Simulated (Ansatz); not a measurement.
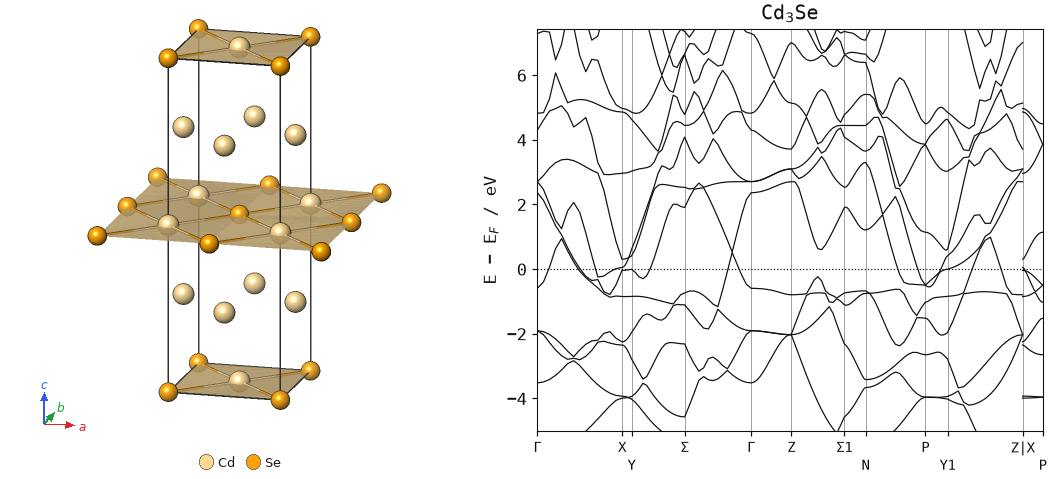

Band structure, beside the structure. Energies are counted from the Fermi level.

The material is Cd3Se, space group I4/mmm, 4 atoms in the primitive cell; a = 4.082 Å, c = 12.174 Å (tetragonal axes).

Computed with Ansatz 0.2.0: PBEsol, Ansatz PAW, no spin polarisation, no spin-orbit coupling, 9×9×9 k mesh, 420 eV cutoff, Fermi-Dirac smearing of 0.05 eV.

Does this material conduct, going by its bands?

A metal: bands cross the Fermi level along this path.

Which levels at P lie nearest to the Fermi level?

At P the nearest levels lie 0.50 eV below and 1.14 eV above the Fermi level.

Spin-orbit coupling is left out, which matters for Se. The PAW data sets were made with another functional. The k mesh is thin for a metal, so its Fermi level is uncertain. The cell is at −4 GPa in this functional. The cell comes from a database of computed structures, and whether it is the stable form of this composition wasn't checked. Bands are joined in order of energy, so crossings between the computed points show as kinks or gaps. In reduced coordinates of the cell that was run, X is (−0.5, 0.5, 0), Y is (−0.5, 0.5, −0.056), Σ is (−0.278, 0.278, −0.278), Z is (0.5, 0.5, −0.5), Σ1 is (0.278, 0.722, −0.722), N is (0, 0.5, −0.5), P is (−0.25, 0.75, −0.25) and Y1 is (0.056, 0.944, −0.5).
